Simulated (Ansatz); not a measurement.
**Si₂W: density, localisation and related maps**

Input file:

```
crystal:
  lattice:
    - [-1.6060005352, 1.6060005352, 3.940001313]
    - [1.6060005352, -1.6060005352, 3.940001313]
    - [1.6060005352, 1.6060005352, -3.940001313]
  atoms:
    - { symbol: Si, position: [0.333, 0.333, 0.0] }
    - { symbol: Si, position: [0.667, 0.667, 0.0] }
    - { symbol: W, position: [0.0, 0.0, 0.0] }
basis:
  ecutwfc: 420
kpoints:
  mp_grid: { grid: [18, 18, 18] }
hamiltonian:
  xc: pbe
scf:
  occupations: { method: gaussian, width: 0.1 }
output:
  forces: true
  stress: true
  eigenvalues: true
  write_density: true
  write_potential: true
  elf: true
  volumetric_format: npy
relax:
  adjacent_minimum: "off"
  f_tol: 0.005
  max_steps: 80
  cell: { stress_tol: 0.05 }
```

Run with:

```sh
ansatz run input.yaml --threads 2 --pin off --max-ram 5632MiB --backend cpu --events-out ev --progress --plain --runs-dir out
```

Below, planes, directions and counts refer to the conventional cell (a = 3.23 Å, b = 3.23 Å, c = 7.87 Å, α = 90.00°, β = 90.00°, γ = 90.00°).

The fields are those of the relaxed geometry.

Space group I4/mmm.

These are results of Ansatz, DFT PBE, scalar-relativistic, plane waves, PAW, not measurements.

In a PAW calculation such maps are meaningful between the atoms, not at the nuclei.

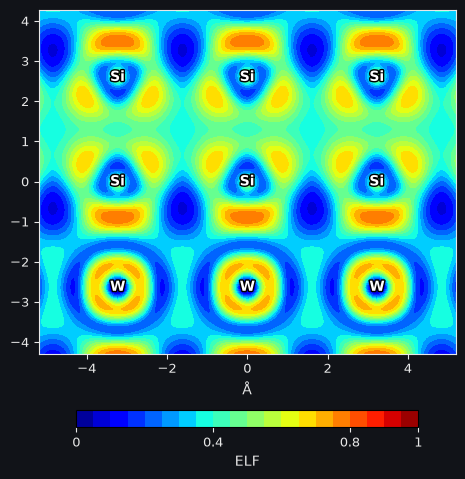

Figure 1. ELF on the (010) plane of the conventional cell.

Describe what can be read from this map.

Answer.
- The section cuts through Si and W sites.
- Si–W (2.63 Å): the ELF peaks at about 0.80 in the valence shell of Si, 0.9 Å from its nucleus, and is about 0.45 at the midpoint.
- The features right at W lie inside the PAW spheres, where the map follows smoothed inner orbitals and isn't to be read closely.

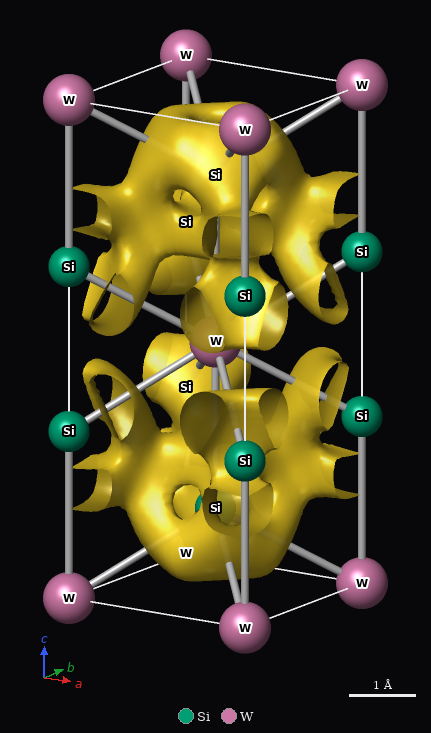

Figure 2. Isosurface of the electron localisation function at 0.55 (yellow), seen at an oblique angle. Only the valence region is drawn (cores and ρ < 0.01 e/Å³ removed). Sticks mark near contacts.

Describe the localisation domains.

Answer. At this value the surface marks out sheets that run through the cell in two directions, counted in one cell of 6 atoms. Any copies at cell faces, edges or corners count once.

Metal or insulator at this level of theory?

Answer. It is metallic or semimetallic at this level of theory: no gap opens.
